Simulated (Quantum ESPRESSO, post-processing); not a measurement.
# 1T-MgI2, 1 layer: a series in the share of short-range exact exchange, part 2 of 2

Aim: how the results for 1T-MgI2, 1 layer change with the share of short-range exact exchange.

Quantum ESPRESSO 7.5; plane-wave DFT, PBE, SG15 norm-conserving pseudopotentials.

So far. Step 2 (Relaxing cell and ions of the reference):  The last row is no step: it is a fresh SCF in the final cell with a new plane-wave basis, -0 meV from the row before.

### 3. Self-consistent run, 0

The self-consistent run of this member.

Level of this step: plane-wave DFT, PBE, SG15 norm-conserving pseudopotentials (Quantum ESPRESSO 7.5).

Input file m0.scf.in:

```
&control
  prefix = 'm0.scf'
  outdir = './out'
  pseudo_dir = './pseudo'
  calculation = 'scf'
  tprnfor = .true.
/
&system
  ibrav = 0
  nat = 3
  ntyp = 2
  ecutwfc = 60
  ecutrho = 240
  occupations = 'fixed'
  nbnd = 25
/
&electrons
  conv_thr = 1e-08
  mixing_beta = 0.6
  electron_maxstep = 120
/
ATOMIC_SPECIES
  I   126.9045  I_ONCV_PBE-1.2.upf
  Mg  24.3050  Mg_ONCV_PBE-1.2.upf
CELL_PARAMETERS angstrom
  4.20448750200000 0.00000000000000 0.00000000000000
  -2.10224375100000 3.64119298700000 0.00000000000000
  0.00000000000000 0.00000000000000 17.59210358600000
ATOMIC_POSITIONS crystal
  I   0.666666666700 0.333333333300 0.404846993700
  Mg  0.000000000000 0.000000000000 0.500000000000
  I   0.333333333300 0.666666666700 0.595153006300
K_POINTS automatic
  9 9 1 0 0 0
```

Run with:

```console
$ OMP_NUM_THREADS=1 mpirun -n 4 pw.x -nk 4 -in m0.scf.in > m0.scf.out
```

Log:

```text
[banner, memory and clock lines left out]
Program PWSCF v.7.5 starts
[citation notice left out]

[...]
Message from routine setup:
[...]
bravais-lattice index     =            0
     lattice parameter (alat)  =       7.9453  a.u.
     unit-cell volume          =    1817.4863 (a.u.)^3
     number of atoms/cell      =            3
     number of atomic types    =            2
     number of electrons       =        44.00
     number of Kohn-Sham states=           25
     kinetic-energy cutoff     =      60.0000  Ry
     charge density cutoff     =     240.0000  Ry
     scf convergence threshold =      1.0E-08
     mixing beta               =       0.6000
     number of iterations used =            8  plain     mixing
     Exchange-correlation= PBE
                           (   1   4   3   4   0   0   0)

[...]
PseudoPot. # 1 for I  read from file:
     ./pseudo/I_ONCV_PBE-1.2.upf
     Pseudo is Norm-conserving, Zval = 17.0
     Generated using ONCVPSP code by D. R. Hamann
     Using radial grid of  602 points,  6 beta functions with:
                l(1) =   0
                l(2) =   0
                l(3) =   1
                l(4) =   1
                l(5) =   2
                l(6) =   2

     PseudoPot. # 2 for Mg read from file:
     ./pseudo/Mg_ONCV_PBE-1.2.upf
     Pseudo is Norm-conserving, Zval = 10.0
     Generated using ONCVPSP code by D. R. Hamann
     Using radial grid of  602 points,  4 beta functions with:
                l(1) =   0
                l(2) =   0
                l(3) =   1
                l(4) =   1

     atomic species   valence    mass     pseudopotential
     I                17.00   126.90450     I ( 1.00)
     Mg               10.00    24.30500     Mg( 1.00)

     12 Sym. Ops., with inversion, found

[...]
number of k points=    12
[...]
Dense  grid:   114109 G-vectors     FFT dimensions: (  40,  40, 180)

     Initial potential from superposition of free atoms

     starting charge      43.8856, renormalised to      44.0000

     negative rho (up, down):  3.497E-04 0.000E+00
     Starting wfcs are random

     per-process dynamical memory:    81.3 Mb

     Self-consistent Calculation

     iteration #  1     ecut=    60.00 Ry     beta= 0.60
     Davidson diagonalization with overlap
     ethr =  1.00E-02,  avg # of iterations = 10.4

     Threshold (ethr) on eigenvalues was too large:
     Diagonalizing with lowered threshold

     Davidson diagonalization with overlap
     ethr =  1.22E-04,  avg # of iterations =  8.0

     negative rho (up, down):  3.376E-05 0.000E+00

     total energy              =    -506.23802904 Ry
     estimated scf accuracy    <       0.04629844 Ry

     iteration #  2     ecut=    60.00 Ry     beta= 0.60
[...]
negative rho (up, down):  1.694E-05 0.000E+00

[...]
total energy              =    -506.24521472 Ry
     estimated scf accuracy    <       0.01690677 Ry

     iteration #  3     ecut=    60.00 Ry     beta= 0.60
[...]
negative rho (up, down):  2.876E-06 0.000E+00

[...]
total energy              =    -506.24921659 Ry
     estimated scf accuracy    <       0.00166618 Ry

     iteration #  4     ecut=    60.00 Ry     beta= 0.60
[...]
negative rho (up, down):  1.718E-07 0.000E+00

[...]
total energy              =    -506.24946334 Ry
     estimated scf accuracy    <       0.00006632 Ry

     iteration #  5     ecut=    60.00 Ry     beta= 0.60
[...]
total energy              =    -506.24947475 Ry
     estimated scf accuracy    <       0.00000547 Ry

     iteration #  6     ecut=    60.00 Ry     beta= 0.60
[...]
total energy              =    -506.24947569 Ry
     estimated scf accuracy    <       0.00000012 Ry

     iteration #  7     ecut=    60.00 Ry     beta= 0.60
[...]
total energy              =    -506.24947574 Ry
     estimated scf accuracy    <       0.00000003 Ry

     iteration #  8     ecut=    60.00 Ry     beta= 0.60
[...]
End of self-consistent calculation

          k = 0.0000 0.0000 0.0000 ( 14205 PWs)   bands (ev):

   -77.0114 -45.3439 -45.3439 -45.3437 -45.3437 -45.3241 -45.3241 -45.3238
   -45.3238 -45.3151 -45.3150 -43.7269 -43.7269 -43.7268 -13.5654 -13.0559
    -4.6627  -2.3866  -2.0860  -2.0860  -1.8189  -1.8189   2.1482   3.0833
     4.2711

          k = 0.0000 0.1283 0.0000 ( 14253 PWs)   bands (ev):

   -77.0114 -45.3439 -45.3438 -45.3437 -45.3436 -45.3242 -45.3242 -45.3238
   -45.3238 -45.3151 -45.3150 -43.7270 -43.7269 -43.7268 -13.5081 -13.0221
    -4.6131  -2.6583  -2.2792  -2.2297  -2.1714  -1.8435   2.5430   3.5297
     4.1753

[...]
highest occupied, lowest unoccupied level (ev):    -1.8189    1.8733

!    total energy              =    -506.24947575 Ry
     estimated scf accuracy    <          2.3E-10 Ry

     The total energy is the sum of the following terms:
     one-electron contribution =   -1463.08616136 Ry
     hartree contribution      =     714.21273030 Ry
     xc contribution           =     -53.24065007 Ry
     ewald contribution        =     295.86460538 Ry

     convergence has been achieved in   8 iterations

     Forces acting on atoms (cartesian axes, Ry/au):

     atom    1 type  1   force =    -0.00000000   -0.00000000    0.00022419
     atom    2 type  2   force =     0.00000000    0.00000000    0.00000000
     atom    3 type  1   force =     0.00000000   -0.00000000   -0.00022419

     Total force =     0.000317     Total SCF correction =     0.000058
     SCF correction compared to forces is large: reduce conv_thr to get better values

[...]
```

Run time: 16 s. Hardware: 4 MPI ranks of Arm Neoverse V2, shared host; peak memory 0.61 GiB.

Numbers from this step:

| Quantity | Value |
| --- | --- |
| free energy | -6887.8750 eV |
| valence top, on the run's zero | -1.819 eV |
| conduction bottom, on the run's zero | 1.873 eV |
| gap by band count | 3.692 eV |

### 4. Potential by pp.x, 0

plot_num = 11 writes the bare and Hartree potential, from which vacuum levels or, in a crystal, the mean potential are read.

Input file m0.pot.in:

```
&inputpp
  prefix = 'm0.scf'
  outdir = './out'
  filplot = 'm0.pot.dat'
  plot_num = 11
/
```

Run with:

```console
$ OMP_NUM_THREADS=1 mpirun -n 4 pp.x -in m0.pot.in > m0.pot.out
```

Log:

```text
[banner, memory and clock lines left out]
Program POST-PROC v.7.5 starts

          URL

     ./out/m0.scf.save/

     IMPORTANT: XC functional enforced from input :
     Exchange-correlation= PBE
                           (   1   4   3   4   0   0   0)
     Any further DFT definition will be discarded
     Please, verify this is what you really want

     Calling punch_plot, plot_num =  11
     Writing data to file  m0.pot.dat
     Message from routine chdens:
     namelist plot not found or invalid, exiting
```

It took 0.69 s on 4 MPI ranks; peak memory 0.09 GiB; 2.5 s of CPU time.

This step gave:

| Property | Result |
| --- | --- |
| potential in the middle of the vacuum, over the valence top | 6.490 eV |

Electrostatic potential energy of an electron; zero at the highest filled level of the SCF mesh. The potential energy, planar mean by z:

```csv
z (Å),"potential energy, planar mean (eV)"
0,6.49
2,6.49
4,6.49
6,4.57
8,-0.591
10,-5.07
12,5.92
14,6.49
16,6.49
```

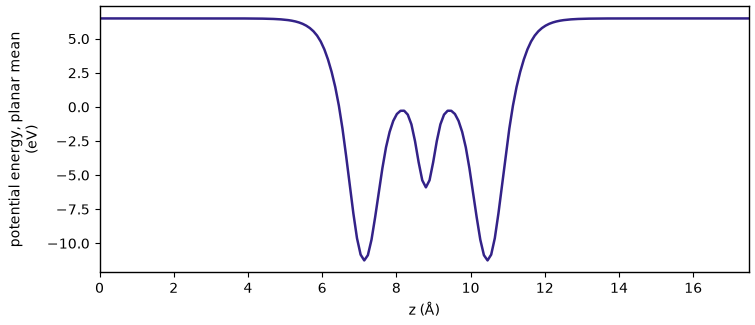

Potential energy, planar mean, plotted against z.

### 5. Self-consistent run, 0.1

Level of this step: plane-wave DFT, screened hybrid with 0.1 exact exchange, SG15 norm-conserving pseudopotentials (Quantum ESPRESSO 7.5). input_dft overrides the functional of the files.

m1.scf.in, as its differences from the input of step 3:

```diff
@@ -1,3 +1,3 @@
 &control
-  prefix = 'm0.scf'
+  prefix = 'm1.scf'
   outdir = './out'
@@ -15,2 +15,8 @@
   nbnd = 25
+  input_dft = 'hse'
+  exx_fraction = 0.1
+  nqx1 = 3
+  nqx2 = 3
+  nqx3 = 1
+  ecutfock = 60
 /
```

Run with:

```console
$ OMP_NUM_THREADS=1 mpirun -n 4 pw.x -nk 4 -in m1.scf.in > m1.scf.out
```

Log:

```text
[banner, memory and clock lines left out]
Program PWSCF v.7.5 starts
[...]
Message from routine setup:
[...]
number of electrons       =        44.00
     number of Kohn-Sham states=           25
     kinetic-energy cutoff     =      60.0000  Ry
     charge density cutoff     =     240.0000  Ry
[...]
number of k points=    12
[...]
Dense  grid:   114109 G-vectors     FFT dimensions: (  40,  40, 180)
[...]
negative rho (up, down):  3.497E-04 0.000E+00
     Starting wfcs are random
[...]
negative rho (up, down):  3.376E-05 0.000E+00
[...]
estimated scf accuracy    <       0.04629844 Ry
[...]
negative rho (up, down):  1.694E-05 0.000E+00
[...]
estimated scf accuracy    <       0.01690677 Ry
[...]
negative rho (up, down):  2.876E-06 0.000E+00
[...]
estimated scf accuracy    <       0.00166618 Ry
[...]
negative rho (up, down):  1.718E-07 0.000E+00
[...]
estimated scf accuracy    <       0.00006632 Ry
[...]
estimated scf accuracy    <       0.00000547 Ry
[...]
estimated scf accuracy    <       0.00000012 Ry
[...]
estimated scf accuracy    <       0.00000003 Ry
[...]
highest occupied, lowest unoccupied level (ev):    -1.8189    1.8733
!    total energy              =    -506.24947575 Ry
     estimated scf accuracy    <          2.3E-10 Ry
     convergence has been achieved in   8 iterations
[...]
estimated scf accuracy    <       0.00211376 Ry
[...]
estimated scf accuracy    <       0.00056348 Ry
[...]
estimated scf accuracy    <       0.00004264 Ry
[...]
estimated scf accuracy    <       0.00000097 Ry
[...]
estimated scf accuracy    <       0.00000008 Ry
[...]
highest occupied, lowest unoccupied level (ev):    -2.1845    1.9777
!    total energy              =    -505.81397401 Ry
     estimated scf accuracy    <          7.5E-09 Ry
     convergence has been achieved in   6 iterations
[...]
estimated scf accuracy    <       0.00000749 Ry
[...]
estimated scf accuracy    <       0.00000110 Ry
[...]
estimated scf accuracy    <       0.00000019 Ry
[...]
highest occupied, lowest unoccupied level (ev):    -2.1866    1.9836
!    total energy              =    -505.81411144 Ry
     estimated scf accuracy    <          3.7E-09 Ry
     convergence has been achieved in   4 iterations
[...]
estimated scf accuracy    <       0.00000002 Ry
[...]
highest occupied, lowest unoccupied level (ev):    -2.1865    1.9840
!    total energy              =    -505.81411189 Ry
     estimated scf accuracy    <          1.8E-09 Ry
     convergence has been achieved in   2 iterations
[...]
!!   total energy              =    -505.81411189 Ry
[...]
Total force =     0.005633     Total SCF correction =     0.000294
[...]
```

Wall time 2 min (4 MPI ranks); peak memory 6.3 GiB; 8.1 min of CPU time.

Read from the output:

```
free energy                          : -6881.9516 eV
valence top, on the run's zero       : -2.187 eV
conduction bottom, on the run's zero : 1.984 eV
gap by band count                    : 4.171 eV
```

### 6. SCF with pw.x, 0.3

Level of this step: plane-wave DFT, screened hybrid with 0.3 exact exchange, SG15 norm-conserving pseudopotentials (Quantum ESPRESSO 7.5). input_dft overrides the functional of the files.

m5.scf.in, as its differences from the input of step 5:

```diff
@@ -1,3 +1,3 @@
 &control
-  prefix = 'm1.scf'
+  prefix = 'm5.scf'
   outdir = './out'
@@ -16,3 +16,3 @@
   input_dft = 'hse'
-  exx_fraction = 0.1
+  exx_fraction = 0.3
   nqx1 = 3
```

Run with:

```console
$ OMP_NUM_THREADS=1 mpirun -n 4 pw.x -nk 4 -in m5.scf.in > m5.scf.out
```

Log:

```text
[banner, memory and clock lines left out]
Program PWSCF v.7.5 starts
[...]
Message from routine setup:
[...]
number of electrons       =        44.00
     number of Kohn-Sham states=           25
     kinetic-energy cutoff     =      60.0000  Ry
     charge density cutoff     =     240.0000  Ry
[...]
number of k points=    12
[...]
Dense  grid:   114109 G-vectors     FFT dimensions: (  40,  40, 180)
[...]
negative rho (up, down):  3.497E-04 0.000E+00
     Starting wfcs are random
[...]
negative rho (up, down):  3.376E-05 0.000E+00
[...]
estimated scf accuracy    <       0.04629844 Ry
[...]
negative rho (up, down):  1.694E-05 0.000E+00
[...]
estimated scf accuracy    <       0.01690677 Ry
[...]
negative rho (up, down):  2.876E-06 0.000E+00
[...]
estimated scf accuracy    <       0.00166618 Ry
[...]
negative rho (up, down):  1.718E-07 0.000E+00
[...]
estimated scf accuracy    <       0.00006632 Ry
[...]
estimated scf accuracy    <       0.00000547 Ry
[...]
estimated scf accuracy    <       0.00000012 Ry
[...]
estimated scf accuracy    <       0.00000003 Ry
[...]
highest occupied, lowest unoccupied level (ev):    -1.8189    1.8733
!    total energy              =    -506.24947575 Ry
     estimated scf accuracy    <          2.3E-10 Ry
     convergence has been achieved in   8 iterations
[...]
estimated scf accuracy    <       0.01418675 Ry
[...]
estimated scf accuracy    <       0.00256411 Ry
[...]
estimated scf accuracy    <       0.00020706 Ry
[...]
estimated scf accuracy    <       0.00000353 Ry
[...]
estimated scf accuracy    <       0.00000019 Ry
[...]
estimated scf accuracy    <       0.00000002 Ry
[...]
highest occupied, lowest unoccupied level (ev):    -2.9504    2.1660
!    total energy              =    -504.95771115 Ry
     estimated scf accuracy    <          1.0E-09 Ry
     convergence has been achieved in   7 iterations
[...]
estimated scf accuracy    <       0.00038592 Ry
[...]
estimated scf accuracy    <       0.00004792 Ry
[...]
estimated scf accuracy    <       0.00000589 Ry
[...]
estimated scf accuracy    <       0.00000011 Ry
[...]
highest occupied, lowest unoccupied level (ev):    -2.9694    2.2126
!    total energy              =    -504.96102322 Ry
     estimated scf accuracy    <          6.1E-09 Ry
     convergence has been achieved in   5 iterations
[...]
estimated scf accuracy    <       0.00001006 Ry
[...]
estimated scf accuracy    <       0.00000119 Ry
[...]
estimated scf accuracy    <       0.00000016 Ry
[...]
highest occupied, lowest unoccupied level (ev):    -2.9713    2.2197
!    total energy              =    -504.96109738 Ry
     estimated scf accuracy    <          3.1E-09 Ry
     convergence has been achieved in   4 iterations
[...]
estimated scf accuracy    <       0.00000024 Ry
[...]
estimated scf accuracy    <       0.00000002 Ry
[...]
highest occupied, lowest unoccupied level (ev):    -2.9714    2.2210
!    total energy              =    -504.96109923 Ry
     estimated scf accuracy    <          3.9E-09 Ry
     convergence has been achieved in   3 iterations
[...]
highest occupied, lowest unoccupied level (ev):    -2.9719    2.2207
!    total energy              =    -504.96109928 Ry
     estimated scf accuracy    <          9.5E-09 Ry
     convergence has been achieved in   1 iterations
[...]
!!   total energy              =    -504.96109928 Ry
[...]
Total force =     0.016205     Total SCF correction =     0.000780
[...]
```

Elapsed: 3 min, on 4 MPI ranks; peak memory 6.3 GiB.

Read from the output:

| Property | Result |
| --- | --- |
| free energy | -6870.3458 eV |
| valence top, on the run's zero | -2.972 eV |
| conduction bottom, on the run's zero | 2.221 eV |
| gap by band count | 5.193 eV |

### 7. Self-consistent run, 0.4

Level of this step: plane-wave DFT, screened hybrid with 0.4 exact exchange, SG15 norm-conserving pseudopotentials (Quantum ESPRESSO 7.5). input_dft overrides the functional of the files.

m6.scf.in, as its differences from the input of step 6:

```diff
@@ -1,3 +1,3 @@
 &control
-  prefix = 'm5.scf'
+  prefix = 'm6.scf'
   outdir = './out'
@@ -16,3 +16,3 @@
   input_dft = 'hse'
-  exx_fraction = 0.3
+  exx_fraction = 0.4
   nqx1 = 3
```

Run with:

```console
$ OMP_NUM_THREADS=1 mpirun -n 4 pw.x -nk 4 -in m6.scf.in > m6.scf.out
```

Log:

```text
[banner, memory and clock lines left out]
Program PWSCF v.7.5 starts
[...]
Message from routine setup:
[...]
number of electrons       =        44.00
     number of Kohn-Sham states=           25
     kinetic-energy cutoff     =      60.0000  Ry
     charge density cutoff     =     240.0000  Ry
[...]
number of k points=    12
[...]
Dense  grid:   114109 G-vectors     FFT dimensions: (  40,  40, 180)
[...]
negative rho (up, down):  3.497E-04 0.000E+00
     Starting wfcs are random
[...]
negative rho (up, down):  3.376E-05 0.000E+00
[...]
estimated scf accuracy    <       0.04629844 Ry
[...]
negative rho (up, down):  1.694E-05 0.000E+00
[...]
estimated scf accuracy    <       0.01690677 Ry
[...]
negative rho (up, down):  2.876E-06 0.000E+00
[...]
estimated scf accuracy    <       0.00166618 Ry
[...]
negative rho (up, down):  1.718E-07 0.000E+00
[...]
estimated scf accuracy    <       0.00006632 Ry
[...]
estimated scf accuracy    <       0.00000547 Ry
[...]
estimated scf accuracy    <       0.00000012 Ry
[...]
estimated scf accuracy    <       0.00000003 Ry
[...]
highest occupied, lowest unoccupied level (ev):    -1.8189    1.8733
!    total energy              =    -506.24947575 Ry
     estimated scf accuracy    <          2.3E-10 Ry
     convergence has been achieved in   8 iterations
[...]
estimated scf accuracy    <       0.02210759 Ry
[...]
estimated scf accuracy    <       0.00335974 Ry
[...]
estimated scf accuracy    <       0.00027428 Ry
[...]
estimated scf accuracy    <       0.00000425 Ry
[...]
estimated scf accuracy    <       0.00000022 Ry
[...]
estimated scf accuracy    <       0.00000002 Ry
[...]
highest occupied, lowest unoccupied level (ev):    -3.3466    2.2531
!    total energy              =    -504.53584273 Ry
     estimated scf accuracy    <          8.5E-10 Ry
     convergence has been achieved in   7 iterations
[...]
estimated scf accuracy    <       0.00097339 Ry
[...]
estimated scf accuracy    <       0.00010200 Ry
[...]
estimated scf accuracy    <       0.00001175 Ry
[...]
estimated scf accuracy    <       0.00000021 Ry
[...]
highest occupied, lowest unoccupied level (ev):    -3.3829    2.3291
!    total energy              =    -504.54326463 Ry
     estimated scf accuracy    <          8.3E-09 Ry
     convergence has been achieved in   5 iterations
[...]
estimated scf accuracy    <       0.00004051 Ry
[...]
estimated scf accuracy    <       0.00000384 Ry
[...]
estimated scf accuracy    <       0.00000048 Ry
[...]
highest occupied, lowest unoccupied level (ev):    -3.3880    2.3434
!    total energy              =    -504.54352896 Ry
     estimated scf accuracy    <          9.8E-09 Ry
     convergence has been achieved in   4 iterations
[...]
estimated scf accuracy    <       0.00000160 Ry
[...]
estimated scf accuracy    <       0.00000014 Ry
[...]
estimated scf accuracy    <       0.00000002 Ry
[...]
highest occupied, lowest unoccupied level (ev):    -3.3887    2.3462
!    total energy              =    -504.54353937 Ry
     estimated scf accuracy    <          4.5E-10 Ry
     convergence has been achieved in   4 iterations
[...]
estimated scf accuracy    <       0.00000006 Ry
[...]
highest occupied, lowest unoccupied level (ev):    -3.3889    2.3465
!    total energy              =    -504.54353978 Ry
     estimated scf accuracy    <          5.3E-09 Ry
     convergence has been achieved in   2 iterations
[...]
estimated scf accuracy    <       0.00000002 Ry
[...]
highest occupied, lowest unoccupied level (ev):    -3.3889    2.3466
!    total energy              =    -504.54353980 Ry
     estimated scf accuracy    <          5.6E-09 Ry
     convergence has been achieved in   2 iterations
[...]
!!   total energy              =    -504.54353980 Ry
[...]
Total force =     0.021653     Total SCF correction =     0.000701
[...]
```

Elapsed: 3.5 min, on 4 MPI ranks; peak memory 6.3 GiB; 14 min of CPU time.

Read from the output:

```
free energy                          : -6864.6646 eV
valence top, on the run's zero       : -3.389 eV
conduction bottom, on the run's zero : 2.347 eV
gap by band count                    : 5.736 eV
```

### 8. The series side by side

The series in one table:

```csv
"the share of short-range exact exchange (0.25 is HSE06, 0 is PBE)",gap on the mesh (eV),vacuum level over the valence top (eV)
0,3.692,6.49
0.1,4.171,6.847
0.15,4.418,7.032
0.2,4.671,7.222
0.25,4.929,7.415
0.3,5.193,7.614
0.4,5.736,8.022
```

### 9. Worked from the printed numbers

A line through all members has gap = 3.665 + 5.109 α eV and misses single members by up to 0.027 eV; a gap of 4.19 eV, 0.5 above the first member's, would need α = (4.19 − 3.665)/5.109 = 0.10.

### 10. Outcome

```yaml
gap_at_a_share_of_0p25_hse06: 4.93 eV
gap_on_the_mesh_at_0_and_at_0p4: 3.69, 5.74 eV
vacuum_level_over_the_valence_top_at_0_and_at_0p4: 6.49, 8.02 eV
```

The series holds 7 members; gap at a share of 0.25 (HSE06): 4.93 eV. From 0 to 0.4 the gap on the mesh rises from 3.69 to 5.74 eV. From 0 to 0.4 the vacuum level over the valence top rises from 6.49 to 8.02 eV. The valence top sinks by 3.83 eV and the gap opens by 5.11 eV per unit share, so the valence top carries 75 % of the opening. Gaps are those of the mesh; no spin-orbit coupling; the q mesh was not tested; the geometry stays that of PBE.

[Logs are printed without paths, hosts, clocks, repeated set-up lines and the standing remarks that a program may print on its own settings, such as how far it seeks lower states.]

[Hosts, paths, dates, database ids (printed as entryN), source tags and the programs' standing remarks are cut or masked in the printed files.]

[Maps of the electrostatic potential energy from Ansatz leave out the sawtooth potential of an applied field or a dipole correction, so their vacuum need not be flat; planar profiles and work functions include it.]
